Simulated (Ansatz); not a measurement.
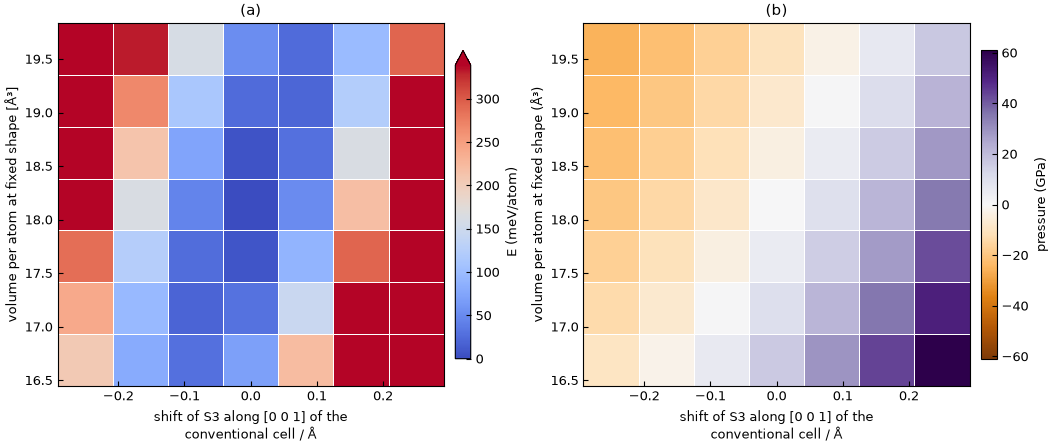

WS2 (P6_3/mmc, No. 194; 6 atoms in the cell). The energy is mapped over a free internal coordinate and the cell. The first coordinate is: shift of S3 along [0 0 1] of the conventional cell, Cartesian (0 0 1), its symmetry partners moved as symmetry demands (measured in the relaxed cell); the second: volume per atom at fixed shape. Nothing is relaxed (all other coordinates fixed). The grid has 7 × 7 points. Points are written as (first, second). All energies are given in meV/atom relative to the lowest grid point. The band gap closes in part of the range. Level of theory: DFT PBEsol, scalar-relativistic, plane waves, PAW in Ansatz 0.2.0. Settings: cutoff 420 eV, k-mesh 12×12×2 in the order of the run's cell vectors, gaussian smearing 0.05 eV, no spin polarisation.

Panel (a) is the energy; panel (b) is the computed pressure, in GPa.

Drawn: one coloured cell a grid point, one colour for all values above the top of the scale.

How does the pressure vary over the map, and what is it at the lowest grid point?

Answer. It runs from −26 GPa at (−0.250 Å, 19.59 Å³) to 61 GPa at (0.250 Å, 16.69 Å³). At the lowest grid point, (0.000 Å, 18.14 Å³), it is 0 GPa. The pressure is minus the slope of the energy with volume, so it vanishes at the true minimum, which need not be a grid point.

PAW datasets: the set soft_1.
